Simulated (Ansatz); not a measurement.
**From Cd to Hg**

System: Cd (P6₃/mmc, 2 atoms in the cell).
Method of run 1: DFT PBE+D3(BJ), scalar-relativistic, plane waves, PAW, no spin polarisation (Ansatz 0.2.0).
System of run 2: Hg (P6₃/mmc, 2 atoms in the cell).

On run 1: The structure was made by swapping elements on the sites of another compound; it need not be a known phase. On run 2: The structure derives from a Materials Project entry. Text and figures count atoms from 1; the logs count them from 0 in places.

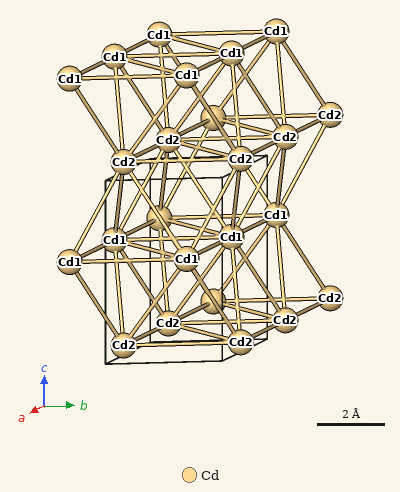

The structure as given in the input (ball-and-stick view of the cell of the calculation, repeated 3 × 2 × 2, seen slightly off an axis; atoms are numbered from 1 in the order of the input).

### Input, run 1
```yaml
crystal:
  lattice:
    - [3.5455067445, 0.0, 0.0]
    - [-1.7727533723, 3.07049891, 0.0]
    - [0.0, 0.0, 5.6279911019]
  atoms:
    - { symbol: Cd, position: [0.6666666667, 0.3333333333, 0.75] }
    - { symbol: Cd, position: [0.3333333333, 0.6666666667, 0.25] }
basis:
  ecutwfc: 420
kpoints:
  mp_grid: { grid: [6, 6, 4] }
hamiltonian:
  xc: pbe
  dispersion: d3bj
scf:
  occupations: { method: gaussian, width: 0.1 }
output:
  forces: true
  stress: true
  eigenvalues: true
```

Launched with:
```bash
ansatz run input.yaml --threads 1 --pin off --max-ram 2560MiB --backend cpu --events-out ev --progress --plain --runs-dir out
```

Hardware: 1 thread of Intel Xeon (Granite Rapids), 128 GiB of memory available, shared host.

### Output, shortened to warnings, some set-up lines, iterations and results (run 1)
```
Basis set: ecut = 420 eV, 1177 PW (Γ), exchange–correlation on 48×48×80 points (8 copies of the dense FFT grid, shifted against one another)
Symmetry: 24 space group operations
k-points: 21 of 144
Initial density: superposition of atomic densities (neutral atoms: chi_scale 0, normalization atom), corrected by the library's trained network
[...]
SCF iter   1: F=—  HF=-16509.111102 eV  |F-HF|=—  |Δ(HF+E_count)|=         —  Δρ=1.09e-3  dr2=9.36e-4  ethr=1.77e-3  ⟨swp⟩=5.3  Hψ=1888  notcnv=0
SCF iter   2: F=—  HF=-16509.111720 eV  |F-HF|=—  |Δ(HF+E_count)|=   6.17e-4  Δρ=6.47e-4  dr2=2.73e-4  ethr=2.34e-6  ⟨swp⟩=2.2  Hψ=919  notcnv=0
SCF iter   3: F=—  HF=-16509.111807 eV  |F-HF|=—  |Δ(HF+E_count)|=   8.70e-5  Δρ=1.75e-4  dr2=2.42e-5  ethr=6.83e-7  ⟨swp⟩=2.9  Hψ=764  notcnv=0
SCF iter   4: F=—  HF=-16509.111823 eV  |F-HF|=—  |Δ(HF+E_count)|=   1.66e-5  Δρ=4.56e-5  dr2=8.51e-7  ethr=6.04e-8  ⟨swp⟩=2.0  Hψ=757  notcnv=0
SCF iter   5: F=-16509.111824 eV  HF=-16509.111824 eV  |F-HF|=4.29e-9  |Δ(HF+E_count)|=   5.95e-7  Δρ=9.94e-6  dr2=4.27e-8  ethr=2.13e-9  ⟨swp⟩=2.4  Hψ=843  notcnv=0
SCF iter   6: F=-16509.111824 eV  HF=-16509.111824 eV  |F-HF|=3.35e-10  |Δ(HF+E_count)|=   1.88e-8  Δρ=1.69e-6  dr2=1.69e-9  ethr=1.07e-10  ⟨swp⟩=2.0  Hψ=1622  notcnv=0
SCF 1 converged in 6 iterations: F = -16509.111824 eV  dr2 = 1.69e-9
SCF converged after 6 iterations
Free energy (F): -16509.111824 eV
Harris-Foulkes:  -16509.111824 eV  (|F-HF|=3.35e-10)
Internal energy: -16509.105393 eV  (E = F + TS)
E sigma→0 (E₀):  -16509.108608 eV
Entropy (-TS):   -0.006431 eV (-3.215 meV/atom)
Fermi energy:    8.910227 eV
--- Per-component energies (eV) ---
  E_band       = -986.243665
  E_kinetic    = 1007.905435
  E_local      = -6957.143109  (includes V_loc(G=0)·N_el)
  E_nonlocal   = 64.646228
  E_hartree    = 3209.633199
  E_xc         = -351.640308
  E_vxc        = -440.625185  (∫ρ·V_xc dr)
  E_paw        = -8165.968149  (= ΣΔE_a)
  E_vpaw       = -1080.296402  (= ΣTr[D̂ρ^β])
  E_aug_tail   = 0.000027  (compensation charges beyond the density's cutoff)
  E_ewald      = -5315.911328
  E_disp       = -0.627387  (pairwise vdW)
  E_smearing   = -0.006431  (= −TS)
  E_closure    = 0.000000  (closes the sum)
  Σ components = -16509.111824   (vs F -16509.111824, Δ=0.00e0)
--- Forces (eV/Å), atoms counted from 1 ---
  atom   1  Cd    -0.00000000     0.00000000     0.00000000
  atom   2  Cd     0.00000000    -0.00000000     0.00000000
  max |Σ_I F_I| component: 4.63e-18 eV/Å
--- Stress (GPa, compression-positive) ---
       -5.934061       0.000000       0.000000
       -0.000000      -5.934061       0.000000
        0.000000       0.000000      -4.514728
  P = ⅓ Tr σ = -5.4610 GPa (-54.610 kbar)
```

For run 2 the input was changed thus:
```diff
-    - [3.5455067445, 0.0, 0.0]
-    - [-1.7727533723, 3.07049891, 0.0]
-    - [0.0, 0.0, 5.6279911019]
+    - [3.4618096384, 0.0, 0.0]
+    - [-1.7309048192, 2.9980150899, 0.0]
+    - [0.0, 0.0, 5.48754828]
-    - { symbol: Cd, position: [0.6666666667, 0.3333333333, 0.75] }
-    - { symbol: Cd, position: [0.3333333333, 0.6666666667, 0.25] }
+    - { symbol: Hg, position: [0.66666667, 0.33333333, 0.75] }
+    - { symbol: Hg, position: [0.33333333, 0.66666667, 0.25] }
```

Predict how the results change.

The total energies belong to different systems, so their difference says nothing on which is more stable or more accurate. The pressure goes from −5.46 to −0.86 GPa. The volume per atom goes from 30.63 to 28.48 Å³. The number of SCF iterations is the same. The plane waves at Γ go from 1177 to 1093.

### Output, shortened to warnings, some set-up lines, iterations and results (run 2)
```
Basis set: ecut = 420 eV, 1093 PW (Γ), exchange–correlation on 48×48×80 points (8 copies of the dense FFT grid, shifted against one another)
Symmetry: 24 space group operations
k-points: 21 of 144
Initial density: superposition of atomic densities (neutral atoms: chi_scale 0, normalization atom), corrected by the library's trained network
[...]
SCF iter   1: F=—  HF=-27627.622381 eV  |F-HF|=—  |Δ(HF+E_count)|=         —  Δρ=2.32e-3  dr2=2.67e-3  ethr=1.77e-3  ⟨swp⟩=5.4  Hψ=1888  notcnv=0
SCF iter   2: F=—  HF=-27627.623400 eV  |F-HF|=—  |Δ(HF+E_count)|=   1.02e-3  Δρ=1.38e-3  dr2=1.04e-3  ethr=6.66e-6  ⟨swp⟩=2.1  Hψ=869  notcnv=0
SCF iter   3: F=—  HF=-27627.623420 eV  |F-HF|=—  |Δ(HF+E_count)|=   2.00e-5  Δρ=2.92e-4  dr2=3.52e-5  ethr=2.59e-6  ⟨swp⟩=2.2  Hψ=701  notcnv=0
SCF iter   4: F=—  HF=-27627.623452 eV  |F-HF|=—  |Δ(HF+E_count)|=   3.23e-5  Δρ=1.07e-4  dr2=6.80e-6  ethr=8.80e-8  ⟨swp⟩=2.0  Hψ=883  notcnv=0
SCF iter   5: F=—  HF=-27627.623451 eV  |F-HF|=—  |Δ(HF+E_count)|=   8.59e-7  Δρ=2.35e-5  dr2=3.22e-7  ethr=1.70e-8  ⟨swp⟩=2.0  Hψ=722  notcnv=0
SCF iter   6: F=-27627.623452 eV  HF=-27627.623452 eV  |F-HF|=3.81e-8  |Δ(HF+E_count)|=   6.93e-7  Δρ=6.17e-6  dr2=2.58e-8  ethr=2.50e-10  ⟨swp⟩=5.4  Hψ=2053  notcnv=0
SCF 1 converged in 6 iterations: F = -27627.623452 eV  dr2 = 2.58e-8
SCF converged after 6 iterations
Free energy (F): -27627.623452 eV
Harris-Foulkes:  -27627.623452 eV  (|F-HF|=3.81e-8)
Internal energy: -27627.621812 eV  (E = F + TS)
E sigma→0 (E₀):  -27627.622632 eV
Entropy (-TS):   -0.001640 eV (-0.820 meV/atom)
Fermi energy:    10.884542 eV
--- Per-component energies (eV) ---
  E_band       = -890.363464
  E_kinetic    = 1210.014371
  E_local      = -5573.855339  (includes V_loc(G=0)·N_el)
  E_nonlocal   = 145.441207
  E_hartree    = 2370.707314
  E_xc         = -440.946058
  E_vxc        = -524.452043  (∫ρ·V_xc dr)
  E_paw        = -19891.367156  (= ΣΔE_a)
  E_vpaw       = -888.931960  (= ΣTr[D̂ρ^β])
  E_aug_tail   = 0.001859  (compensation charges beyond the density's cutoff)
  E_ewald      = -5446.881454
  E_disp       = -0.736556  (pairwise vdW)
  E_smearing   = -0.001640  (= −TS)
  E_closure    = 0.000000  (closes the sum)
  Σ components = -27627.623452   (vs F -27627.623452, Δ=0.00e0)
--- Forces (eV/Å), atoms counted from 1 ---
  atom   1  Hg    -0.00000000     0.00000000     0.00000000
  atom   2  Hg    -0.00000000    -0.00000000     0.00000000
  max |Σ_I F_I| component: 2.78e-17 eV/Å
--- Stress (GPa, compression-positive) ---
       -0.950371       0.000000       0.000000
       -0.000000      -0.950371       0.000000
        0.000000       0.000000      -0.686282
  P = ⅓ Tr σ = -0.8623 GPa (-8.623 kbar)
```

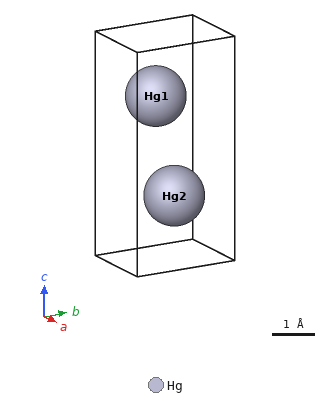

The input structure of run 2 (spheres-only view of the cell of the calculation, seen slightly off an axis; atoms are numbered from 1 in the order of the input).

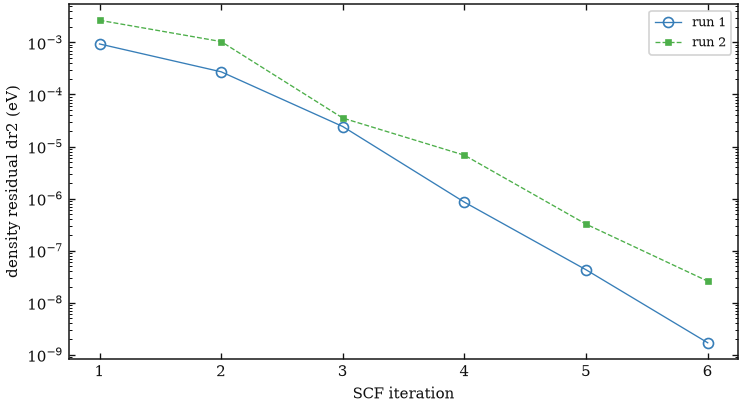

Convergence of the two runs: density residual dr2 against the SCF iteration. Run 1 takes 6 iterations in all, and run 2 takes 6.

### The two runs side by side

| quantity | run 1 | run 2 |
| --- | --- | --- |
| outcome | converged | converged |
| free energy per atom (eV) | −8254.5559 | −13813.8117 |
| energy per atom, smearing taken to zero (eV) | −8254.5543 | −13813.8113 |
| gap on the mesh (eV) | 0.00 | 0.00 |
| pressure (GPa) | −5.46 | −0.86 |
| volume per atom (Å³) | 30.63 | 28.48 |
| largest force (eV/Å) | 0.000 | 0.000 |
| SCF iterations | 6 | 6 |
| irreducible k-points | 21 | 21 |
| plane waves at Γ | 1177 | 1093 |
| wall time (shared host) | 0.9 s | 1 s |

For run 1: The cell is under a tension of 5.5 GPa at this level, so it is not at its equilibrium volume. For run 2: Spin–orbit coupling is left out, which matters for Hg.
